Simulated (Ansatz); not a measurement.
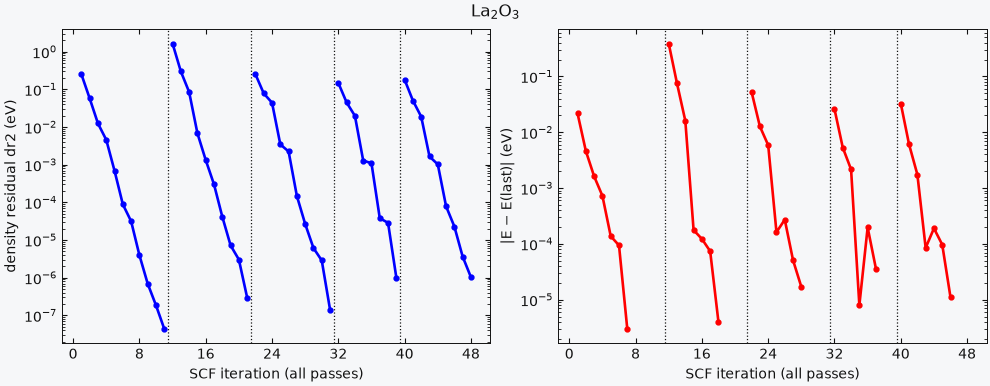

Convergence history. SCF iterations of a calculation: density residual dr2, distance of the Harris–Foulkes energy from its last value in each pass. The run: La2O3 (P1, 10 atoms in the cell), by DFT PBE, scalar-relativistic, plane waves, PAW (Ansatz 0.2.0); cutoff 420 eV, 6×6×6 k-mesh, Gaussian smearing of 0.2 eV. Each stretch between dotted lines is the SCF of one geometry step of a relaxation. Energy differences below 3 × 10⁻⁶ eV aren't drawn. The starting density is a sum of atomic densities corrected by a trained network.

It was still iterating, at step 48, when the time limit ended it. There are 5 passes, of 11, 10, 10, 8 and 9 iterations. In pass 5, the residual is still falling at the last step (down to 10⁻⁶). The residual starts near 0.3 and ends near 10⁻⁶ eV.
